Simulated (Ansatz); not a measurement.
# Ge2SeN2 (Cmc2_1): converging the G0W0 gap

Wanted: a G0W0 gap for Ge2SeN2 (Cmc2_1) that is converged in bands and cutoff, or an estimate of the limit.

Main program and level: Ansatz 0.2.0; G0W0 on PBE, plane waves, PAW; PAW set soft_1.

### 1. The structure

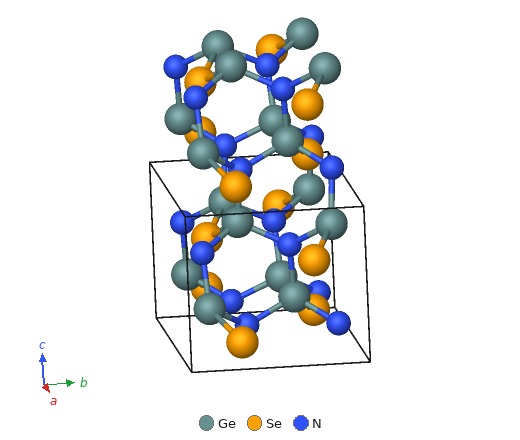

The starting structure, seen slightly off an axis (germanium teal, selenium orange, nitrogen blue). 1×1×2 cells are drawn. This picture shows the conventional cell, with its axes. Some periodic images of atoms are drawn too.

Coordinates:

```
Ge Se N
1.0
     5.63902   -2.95154    0.00000
     5.63902    2.95154    0.00000
     0.00000    0.00000    5.18324
Ge Se N
4 2 4
Direct
  0.33382 0.03403 0.33372
  0.96597 0.66618 0.33372
  0.66618 0.96597 0.83372
  0.03403 0.33382 0.83372
  0.28980 0.71020 0.17403
  0.71020 0.28980 0.67403
  0.34673 0.09056 0.68127
  0.90944 0.65327 0.68127
  0.65327 0.90944 0.18127
  0.09056 0.34673 0.18127
```

The cell and positions are those that the Materials Project relaxed with its own functionals (PBE, PBE+U or r2SCAN), kept fixed.

### 2. 155 empty bands, screening to 54 eV

Now the one-shot GW correction: screening in the RPA, then the self-energy of the levels asked for. This step takes PAW set soft_1 files.

Input file input.yaml:

```yaml
crystal:
  lattice:
    - [5.6390191657, -2.9515389733, 0.0]
    - [5.6390191657, 2.9515389733, 0.0]
    - [0.0, 0.0, 5.183237]
  atoms:
    - { symbol: Ge, position: [0.333819, 0.03403, 0.33372] }
    - { symbol: Ge, position: [0.96597, 0.666181, 0.33372] }
    - { symbol: Ge, position: [0.666181, 0.96597, 0.83372] }
    - { symbol: Ge, position: [0.03403, 0.333819, 0.83372] }
    - { symbol: Se, position: [0.289802, 0.710198, 0.174027] }
    - { symbol: Se, position: [0.710198, 0.289802, 0.674027] }
    - { symbol: "N", position: [0.346734, 0.090559, 0.681267] }
    - { symbol: "N", position: [0.909441, 0.653266, 0.681267] }
    - { symbol: "N", position: [0.653266, 0.909441, 0.181267] }
    - { symbol: "N", position: [0.090559, 0.346734, 0.181267] }
kpoints:
  mp_grid: { grid: [4, 4, 4] }
hamiltonian:
  xc: pbe
  pseudopotentials: { kind: paw, azcp: { folder: soft_1 } }
scf:
  occupations: { method: fixed }
gw:
  n_empty_bands: 155
  ecut_chi: 54
  qp_bands: [v3, c3]
  qp_kpoints: band_edges
  screening: { model: contour_deformation }
```

Launch:

```sh
$ ansatz run input.yaml --threads 2 --pin off --max-ram 92160MiB --backend cuda --events-out ev --progress --plain --runs-dir out --devices 1 --max-vram 13GiB
```

Numbers of over 12 decimals in the logs are rounded to 6 here.

Output:

```text
GPUs: using 1 of 1 available (devices: 1).
Engine: ansatz 0.2.0, x86_64-unknown-linux-gnu
Pseudopotentials: kind: paw
Pseudopotential: Ge, paw, valence charge 14, recommended cutoff 420 eV (normal), soft_1/Ge.paw.azcp
Pseudopotential: Se, paw, valence charge 16, recommended cutoff 420 eV (normal), soft_1/Se.paw.azcp
Pseudopotential: N, paw, valence charge 5, recommended cutoff 420 eV (normal), soft_1/N.paw.azcp
Functional definition: PBE
  parameter kappa = 0.804
  parameter beta = 0.066725
  exchange = pbe_x(kappa = kappa, mu = beta*pi^2/3)
  correlation = pbe_c(beta = beta)
device memory: the entry about to start is reckoned to put 2.7 GiB on a device that reports 29.2 GiB free (of which the cap on the GPU budget leaves the run 13.0 GiB)
GPU FFT provider: cuFFT
GPU libraries: cuBLAS 13.8.2, cuFFT 12.4.0, cuSOLVER 12.3.4
Crystal: 10 atoms, lattice volume = 172.537 Å³
Basis set: ecut = 420 eV, 3383 PW (Γ)
Bands: 65, of which v1, the nominal top of the filled ones, is band 54 counted from 1 (53 counted from 0)
Symmetry: 4 space group operations
Space group: Cmc21 (ITA 36), of the structure as read, at distance tolerance 5.6e-5 Å
k-points: 21 of 64 (time reversal used)
Non-local potential: Ge, projectors of the file, l = 0: 2, l = 1: 2, l = 2: 3, l = 3: 1
Non-local potential: Se, projectors of the file, l = 0: 2, l = 1: 2, l = 2: 3, l = 3: 1
Non-local potential: N, projectors of the file, l = 0: 2, l = 1: 2, l = 2: 1
PAW form: soft (Blöchl's): semilocal exchange-correlation on the pseudo side does not see the compensation charge
PAW one-centre angular grid: Ge, 590 points (default); XC on 64 Gauss nodes
PAW one-centre angular grid: Se, 590 points (default); XC on 64 Gauss nodes
PAW one-centre angular grid: N, 110 points (default); XC on 64 Gauss nodes
Initial density: superposition of atomic densities (chi_scale 0.1, normalization cell, long waves kept (reshape's long-wave potential 0.02 eV rms))
Initial wavefunctions: pseudopotential atomic-orbital guess
GPU buffer pool allocated for 72900 grid points (all kernels)
GPU transforms: local potential and band sums: pruned to the plane-wave sphere, on 45×45×36
Functional: x = pbe(κ = 0.804, μ = 0.219515), c = pbe(β = 0.066725)
SCF iter   1: F=—  HF=-29658.082312 eV  |F-HF|=—  |Δ(HF+E_count)|=         —  Δρ=9.20e-2  dr2=1.51e1  ethr=3.10e-3  ⟨swp⟩=5.0  Hψ=4387  notcnv=0  defer=184
preconditioner: auto → Resta (q_TF=auto, 2.523 Å⁻¹)  ε∞=2.7  [insulator: Δε(μ)=1.058 eV  Ē_g=20.234 eV  n_scr=46 (ndim 8)  ℏωp=26.5 eV  f_vac=0.060  ε∞_Penn≈2.7]
SCF iter   2: F=—  HF=-29654.579009 eV  |F-HF|=—  |Δ(HF+E_count)|=    3.50e0  Δρ=3.93e-2  dr2=1.39e0  ethr=3.10e-3  ⟨swp⟩=3.0  Hψ=2231  notcnv=0  defer=178
SCF iter   3: F=—  HF=-29654.365868 eV  |F-HF|=—  |Δ(HF+E_count)|=   2.13e-1  Δρ=1.90e-2  dr2=3.58e-1  ethr=1.29e-3  ⟨swp⟩=2.0  Hψ=1685  notcnv=0  defer=182
SCF iter   4: F=—  HF=-29654.346170 eV  |F-HF|=—  |Δ(HF+E_count)|=   1.97e-2  Δρ=7.35e-3  dr2=6.06e-2  ethr=3.31e-4  ⟨swp⟩=3.0  Hψ=2409  notcnv=0  defer=188
SCF iter   5: F=—  HF=-29654.331429 eV  |F-HF|=—  |Δ(HF+E_count)|=   1.47e-2  Δρ=1.34e-3  dr2=3.58e-3  ethr=5.61e-5  ⟨swp⟩=2.0  Hψ=2411  notcnv=0  defer=189
SCF iter   6: F=—  HF=-29654.333555 eV  |F-HF|=—  |Δ(HF+E_count)|=   2.13e-3  Δρ=2.96e-4  dr2=1.72e-4  ethr=3.31e-6  ⟨swp⟩=2.0  Hψ=2411  notcnv=0  defer=189
SCF iter   7: F=—  HF=-29654.333700 eV  |F-HF|=—  |Δ(HF+E_count)|=   1.44e-4  Δρ=9.65e-5  dr2=1.89e-5  ethr=1.59e-7  ⟨swp⟩=2.0  Hψ=2372  notcnv=0  defer=180
SCF iter   8: F=—  HF=-29654.333713 eV  |F-HF|=—  |Δ(HF+E_count)|=   1.39e-5  Δρ=3.53e-5  dr2=1.80e-6  ethr=1.75e-8  ⟨swp⟩=2.0  Hψ=2289  notcnv=0  defer=130
SCF iter   9: F=-29654.333719 eV  HF=-29654.333719 eV  |F-HF|=1.43e-7  |Δ(HF+E_count)|=   5.77e-6  Δρ=6.14e-6  dr2=7.05e-8  ethr=9.26e-11  ⟨swp⟩=9.4  Hψ=6301  notcnv=0
SCF 1 converged in 9 iterations: F = -29654.333719 eV  dr2 = 7.05e-8
  greatest PAW one-centre occupation: 1.000 electrons in one spin orbital (limit 2), on the Se atom at site 5 (counted from 0), in its partial waves of l = 2
device memory: the entry about to start is reckoned to put 3.2 GiB (of the 3.3 GiB reckoned in all, the device holds 0.1 GiB already) on a device that reports 24.8 GiB free (of which the cap on the GPU budget leaves the run 12.9 GiB)
NSCF: frozen V_eff on 21 k-points
the band table was solved once the SCF had ended and its energy, with any forces and stress, was formed, with the checks that follow a solve (5203 applications of the Hamiltonian). They found nothing against the state; the energy, forces and stress were not computed again (output.eigenvalues in the input reference)
device memory: the entry about to start is reckoned to put 3.3 GiB on a device that reports 26.1 GiB free (of which the cap on the GPU budget leaves the run 13.0 GiB)
NSCF: frozen V_eff on 21 k-points
G₀W₀ screening: q 1/21
[... further progress lines ...]
device memory: the entry about to start is reckoned to put 1.1 GiB on a device that reports 41.0 GiB free (of which the cap on the GPU budget leaves the run 13.0 GiB)
NSCF: frozen V_eff on 1 k-points
device memory: the entry about to start is reckoned to put 1.1 GiB on a device that reports 41.0 GiB free (of which the cap on the GPU budget leaves the run 13.0 GiB)
NSCF: frozen V_eff on 1 k-points
SCF converged after 9 iterations
Free energy (F): -29654.333719 eV
Harris-Foulkes:  -29654.333719 eV  (|F-HF|=1.43e-7)
Internal energy: -29654.333719 eV  (E = F + TS)
E sigma→0 (E₀):  -29654.333719 eV
Fermi energy:    6.782973 eV
--- Per-component energies (eV) ---
  E_band       = -1472.639849
  E_kinetic    = 1104.731856
  E_local      = -16150.116781  (includes V_loc(G=0)·N_el)
  E_nonlocal   = 321.089375
  E_hartree    = 7822.759496
  E_xc         = -688.447726
  E_vxc        = -735.268151  (∫ρ·V_xc dr)
  E_paw        = -12846.548596  (= ΣΔE_a)
  E_vpaw       = -1658.586003  (= ΣTr[D̂ρ^β])
  E_aug_tail   = 0.002947  (compensation charges beyond the density's cutoff)
  E_ewald      = -9217.804291
  E_smearing   = -0.000000  (= −TS)
  E_closure    = 0.000000  (closes the sum)
  Σ components = -29654.333719   (vs F -29654.333719, Δ=0.00e0)
--- Band table (eV; the first three rows and the last of 21) ---
  k-point 0: bands = [... 50 lower, 5.8350, 6.4393, 6.5691, 6.6544, 8.4774, 9.8426, 9.8762, 11.2192, ... 7 higher]
  k-point 1: bands = [... 50 lower, 5.8651, 6.3319, 6.3714, 6.4513, 9.1874, 9.8915, 10.1795, 10.6092, ... 7 higher]
  k-point 2: bands = [... 50 lower, 6.1063, 6.1063, 6.4815, 6.4815, 9.7496, 9.7496, 9.8600, 9.8600, ... 7 higher]
  k-point 20: bands = [... 50 lower, 5.7352, 5.7352, 6.2626, 6.2626, 10.4052, 10.4052, 10.6761, 10.6761, ... 7 higher]
--- G₀W₀: contour deformation, 6 samples at zero and on the imaginary axis and 2 off it, 64 q-points, 155 empty bands' worth ---
  eigenvalues of the whole cell's RPA ε∞ on this k-mesh (on a slab, of 1 + 4πα/V) = 5.4179, 5.5792, 8.0073; static W/v taken at q = 0 is 0.161125
  bands read: the sum over 209 bands ends inside a degenerate multiplet in 7 slots, whose members it reads at an even weight; the widest, k=2: bands 209 to 210 (counted from 1) at 1/2 each
  gw.qp_kpoints: band_edges: 20 of 21 stored k-points solved, in 1 pass; an edge of the gap read off the rows below is read off those points alone
    valence top: of the k-points left out ik 20 came nearest to being solved in a further pass, in band 53 (counted from 1, as in the quasiparticle table): it holds the edge there only if its correction is more favourable than any solved in that band by at least 0.444 eV; those differ by 0.288 eV
    conduction bottom: of the k-points left out ik 20 came nearest to being solved in a further pass, in band 57 (counted from 1, as in the quasiparticle table): it holds the edge there only if its correction is more favourable than any solved in that band by at least 2.000 eV; those differ by 0.476 eV
    ik  band        ε_KS         Σx   Σc(E_QP)       V_xc       Z   E_QP_lin       E_QP  E_QP is
     0    52      6.4393   -20.2710     2.7787   -17.4477  0.7638     6.3947     6.3947  root
     0    53      6.5691   -18.7484     2.8691   -15.5567  0.7546     6.2444     6.2465  root
     0    54      6.6544   -18.6461     2.6762   -15.6690  0.7576     6.3517     6.3534  root
     0    55      8.4774   -12.5886    -2.9680   -16.4712  0.7903     9.4013     9.3920  root
     0    56      9.8426   -11.5545    -3.3502   -15.9364  0.7858    10.8907    10.8743  root
     0    57      9.8762    -8.8150    -3.5584   -13.0889  0.7933    10.5992    10.5916  root
     1    52      6.3319   -20.2484     2.8747   -17.3067  0.7621     6.2648     6.2649  root
     1    53      6.3714   -18.0479     2.6805   -14.9902  0.7538     5.9913     5.9943  root
     1    54      6.4513   -18.6919     2.8000   -15.6194  0.7537     6.1775     6.1789  root
     1    55      9.1874   -12.8425    -3.0712   -16.9594  0.7842    10.2480    10.2330  root
     1    56      9.8915   -11.9632    -3.3445   -16.3905  0.7830    10.9932    10.9744  root
     1    57     10.1795   -10.2120    -3.5917   -14.7273  0.7839    11.1176    11.1030  root
     2    52      6.1063   -20.2627     3.1412   -17.0113  0.7573     5.9959     5.9962  root
     2    53      6.4815   -18.6309     2.8100   -15.5635  0.7545     6.2229     6.2241  root
     2    54      6.4815   -18.6309     2.8100   -15.5635  0.7545     6.2229     6.2241  root
     2    55      9.7496   -12.2592    -3.3475   -16.7150  0.7819    10.8781    10.8580  root
     2    56      9.7496   -12.2592    -3.3475   -16.7150  0.7819    10.8781    10.8580  root
     2    57      9.8600   -10.5916    -3.7229   -15.2717  0.7911    10.8312    10.8171  root
     3    52      5.9178   -18.5666     2.9398   -15.2986  0.7503     5.5872     5.5895  root
     3    53      6.4658   -18.6400     2.7948   -15.5252  0.7555     6.1438     6.1458  root
     3    54      6.6279   -18.8991     2.8163   -15.8144  0.7566     6.3582     6.3595  root
     3    55      9.2162   -12.8813    -3.1593   -17.1013  0.7843    10.2925    10.2766  root
     3    56      9.9601   -10.5406    -3.5276   -15.0177  0.7860    10.9243    10.9096  root
     3    57     10.2831   -10.1342    -3.6503   -14.7345  0.7848    11.2489    11.2330  root
[...]
18    56     10.4667   -10.7607    -3.7629   -15.5835  0.7759    11.5510    11.5267  root
    18    57     10.9274   -10.9098    -4.0121   -16.0615  0.7790    12.0953    12.0670  root
    19    52      6.1467   -21.0672     3.7042   -17.2884  0.7497     6.0721     6.0722  root
    19    53      6.4377   -17.5403     2.5414   -14.5646  0.7559     5.9994     6.0034  root
    19    54      6.5186   -17.5429     2.6183   -14.4686  0.7543     6.0580     6.0626  root
    19    55     10.1678   -11.9026    -3.6685   -16.7177  0.7800    11.3398    11.3144  root
    19    56     10.3724   -10.9262    -3.6832   -15.6634  0.7797    11.4482    11.4264  root
    19    57     10.9227   -10.7552    -3.9483   -15.8200  0.7770    12.0669    12.0391  root
```

It took 37 s on 1 × NVIDIA H100 80GB HBM3 (shared by 6 runs) with 2 threads of AMD EPYC 7R13 (Zen 3), shared host; peak memory 1.5 GiB.

The column dr2 measures how far the density is from self-consistency, as an energy; F and HF (Harris–Foulkes) agree once it is small.

Numbers from this step:

```yaml
bands_summed: 209
rpa_eps_infinity_on_this_mesh_eigenvalues: 5.418, 5.579, 8.007
plane_waves_in_the_screening_matrix: 143
q_points_in_the_mesh: 64
g0w0_gap_on_the_mesh: 2.891 eV
k_of_the_valence_top: 0, -0.5, 0
k_of_the_conduction_bottom: 0, 0, 0
starting_gap_on_the_mesh: 1.694 eV
z_at_the_valence_top: 0.7556
z_at_the_conduction_bottom: 0.7903
least_direct_g0w0_gap_on_the_computed_points: 2.997 eV
```

The gap on the mesh goes from 1.69 eV to 2.89 eV, a correction of +1.20 eV, though a band edge has moved to another state.

### 3. 439 empty bands, screening to 108 eV

Another rung: the empty bands reach about as high as the screening cutoff, so the two stay in balance.

Edit input.yaml of step 2 so:

```diff
@@ -24,4 +24,4 @@
 gw:
-  n_empty_bands: 155
-  ecut_chi: 54
+  n_empty_bands: 439
+  ecut_chi: 108
   qp_bands: [v3, c3]
```

Output:

```text
GPUs: using 1 of 1 available (devices: 1).
[...]
GPU FFT provider: cuFFT
GPU libraries: cuBLAS 13.8.2, cuFFT 12.4.0, cuSOLVER 12.3.4
Crystal: 10 atoms, lattice volume = 172.537 Å³
Basis set: ecut = 420 eV, 3383 PW (Γ)
Bands: 65, of which v1, the nominal top of the filled ones, is band 54 counted from 1 (53 counted from 0)
Symmetry: 4 space group operations
[...]
k-points: 21 of 64 (time reversal used)
[...]
GPU buffer pool allocated for 72900 grid points (all kernels)
[...]
SCF iter   1: F=—  HF=-29658.082312 eV  |F-HF|=—  |Δ(HF+E_count)|=         —  Δρ=9.20e-2  dr2=1.51e1  ethr=3.10e-3  ⟨swp⟩=5.0  Hψ=4387  notcnv=0  defer=184
[...]
SCF iter   9: F=-29654.333719 eV  HF=-29654.333719 eV  |F-HF|=1.43e-7  |Δ(HF+E_count)|=   5.77e-6  Δρ=6.14e-6  dr2=7.05e-8  ethr=9.26e-11  ⟨swp⟩=9.4  Hψ=6301  notcnv=0
SCF 1 converged in 9 iterations: F = -29654.333719 eV  dr2 = 7.05e-8
[...]
NSCF: frozen V_eff on 21 k-points
[...]
G₀W₀ screening: q 1/21
[... further progress lines ...]
[...]
SCF converged after 9 iterations
Free energy (F): -29654.333719 eV
[...]
Internal energy: -29654.333719 eV  (E = F + TS)
E sigma→0 (E₀):  -29654.333719 eV
Fermi energy:    6.782973 eV
[...]
--- Band table (eV; the first three rows and the last of 21) ---
  k-point 0: bands = [... 50 lower, 5.8350, 6.4393, 6.5691, 6.6544, 8.4774, 9.8426, 9.8762, 11.2192, ... 7 higher]
  k-point 1: bands = [... 50 lower, 5.8651, 6.3319, 6.3714, 6.4513, 9.1874, 9.8915, 10.1795, 10.6092, ... 7 higher]
  k-point 2: bands = [... 50 lower, 6.1063, 6.1063, 6.4815, 6.4815, 9.7496, 9.7496, 9.8600, 9.8600, ... 7 higher]
  k-point 20: bands = [... 50 lower, 5.7352, 5.7352, 6.2626, 6.2626, 10.4052, 10.4052, 10.6761, 10.6761, ... 7 higher]
[...]
0    52      6.4393   -20.2710     2.3748   -17.4477  0.7574     5.9878     5.9907  root
     0    53      6.5691   -18.7484     2.5051   -15.5567  0.7504     5.8726     5.8825  root
     0    54      6.6544   -18.6461     2.2986   -15.6690  0.7535     5.9666     5.9759  root
     0    55      8.4774   -12.5886    -3.2875   -16.4712  0.7840     9.0759     9.0724  root
     0    56      9.8426   -11.5545    -3.7360   -15.9364  0.7813    10.4942    10.4886  root
     0    57      9.8762    -8.8150    -3.8539   -13.0889  0.7914    10.2985    10.2962  root
     1    52      6.3319   -20.2484     2.4786   -17.3067  0.7558     5.8655     5.8688  root
     1    53      6.3714   -18.0479     2.3267   -14.9902  0.7504     5.6282     5.6406  root
[...]
19    54      6.5186   -17.5429     2.2767   -14.4686  0.7510     5.7061     5.7210  root
    19    55     10.1678   -11.9026    -4.0460   -16.7177  0.7751    10.9466    10.9368  root
    19    56     10.3724   -10.9262    -4.0673   -15.6634  0.7757    11.0499    11.0423  root
    19    57     10.9227   -10.7552    -4.3355   -15.8200  0.7737    11.6622    11.6519  root
```

Wall time 2 min (1 × NVIDIA H100 80GB HBM3 (shared by 6 runs) with 2 threads); peak memory 2.6 GiB; 2.8 min of CPU time.

This step gave:

| Property | Result |
| --- | --- |
| bands summed | 493 |
| RPA ε∞ on this mesh (eigenvalues) | 5.334, 5.489, 7.772 |
| plane waves in the screening matrix | 433 |
| q-points in the mesh | 64 |
| G0W0 gap on the mesh | 2.947 eV |
| k of the valence top | 0, -0.5, 0 |
| k of the conduction bottom | 0, 0, 0 |
| starting gap on the mesh | 1.694 eV |
| Z at the valence top | 0.7505 |
| Z at the conduction bottom | 0.7840 |
| least direct G0W0 gap on the computed points | 3.082 eV |

Against the run with 4×4×4 mesh, 155 empty bands, screening to 54 eV, PAW set soft_1 files, the gap moves by +0.06 eV.

### 4. 946 empty bands, screening to 180 eV

Edit input.yaml of step 3 so:

```diff
@@ -24,4 +24,4 @@
 gw:
-  n_empty_bands: 439
-  ecut_chi: 108
+  n_empty_bands: 946
+  ecut_chi: 180.0
   qp_bands: [v3, c3]
```

Output:

```text
GPUs: using 1 of 1 available (devices: 1).
[...]
GPU FFT provider: cuFFT
GPU libraries: cuBLAS 13.8.2, cuFFT 12.4.0, cuSOLVER 12.3.4
Crystal: 10 atoms, lattice volume = 172.537 Å³
Basis set: ecut = 420 eV, 3383 PW (Γ)
Bands: 65, of which v1, the nominal top of the filled ones, is band 54 counted from 1 (53 counted from 0)
Symmetry: 4 space group operations
[...]
k-points: 21 of 64 (time reversal used)
[...]
1    53      6.3714   -18.0479     2.1486   -14.9902  0.7498     5.4424     5.4624  root
[...]
19    54      6.5186   -17.5429     2.1119   -14.4686  0.7505     5.5334     5.5562  root
    19    55     10.1678   -11.9026    -4.3073   -16.7177  0.7737    10.6795    10.6755  root
    19    56     10.3724   -10.9262    -4.2965   -15.6634  0.7748    10.8161    10.8131  root
    19    57     10.9227   -10.7552    -4.5615   -15.8200  0.7730    11.4305    11.4259  root
[key lines of the parts left out:]
SCF converged after 9 iterations
Free energy (F): -29654.333719 eV
Fermi energy:    6.782973 eV
```

It took 5.6 min on 1 × NVIDIA H100 80GB HBM3 (shared by 6 runs) with 2 threads; peak memory 5.8 GiB; 8.6 min of CPU time.

Numbers from this step:

- bands summed: 1000
- RPA ε∞ on this mesh (eigenvalues): 5.318, 5.472, 7.748
- plane waves in the screening matrix: 945
- G0W0 gap on the mesh: 2.895 eV
- k of the valence top: 0, -0.5, 0
- k of the conduction bottom: 0, 0, 0
- starting gap on the mesh: 1.694 eV
- least direct G0W0 gap on the computed points: 3.034 eV

Against the run with 4×4×4 mesh, 439 empty bands, screening to 108 eV, PAW set soft_1 files, the gap moves by −0.05 eV.

(Continued in part 2 of 2.)

[Paths, hosts, dates, memory and timing lines, banners, echoed tables and standing remarks are left out of the program output.]

[Logs are printed without paths, hosts, clocks, repeated set-up lines and the standing remarks that a program may print on its own settings, such as how far it seeks lower states.]

[Runs of the session that timed out or met a known fault of the program may be left out.]

[Cells called generated may have been cut or substituted from an entry of the Crystallography Open Database or the Materials Project.]

[Hosts, paths, dates, database ids (printed as entryN), source tags and the programs' standing remarks are cut or masked in the printed files.]
